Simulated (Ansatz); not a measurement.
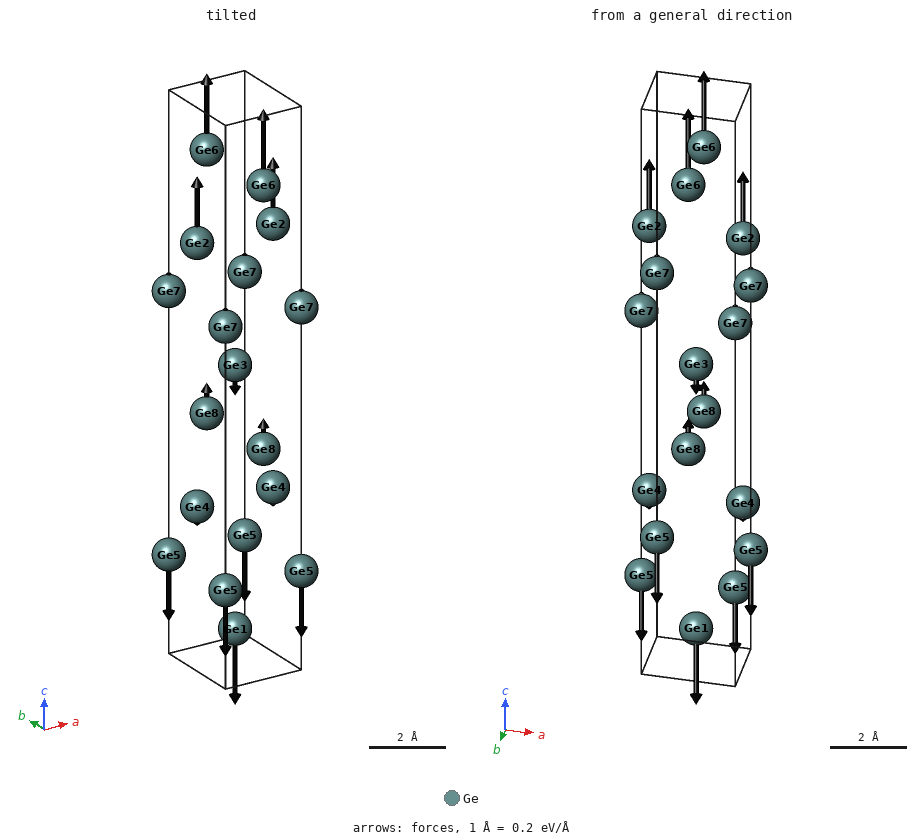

We look at a spheres-only model of the crystal slightly off an axis and from a general direction. Thin lines show the simulation cell, with boundary atoms drawn in all their periodic places. The arrows are the computed forces on the atoms.

System: Ge. Calculation details: Ansatz, DFT PBEsol, scalar-relativistic, plane waves, PAW; plane waves up to 420 eV, a 22×16×4 sampling of the Brillouin zone, Gaussian smearing of 0.15 eV, no spin polarisation.

### Are the forces small enough to call this converged?

No. The atoms still feel forces of up to about 0.33 eV/Å, far above a usual threshold of 0.01 to 0.03 eV/Å.

### Identify the atom with the maximum force.

Ge1 and Ge6, about 0.33 eV/Å.

The cell started as a structure listed in the Materials Project. The cell was then strained or its atoms displaced on purpose. Ansatz was used for an electronic-structure calculation on it.
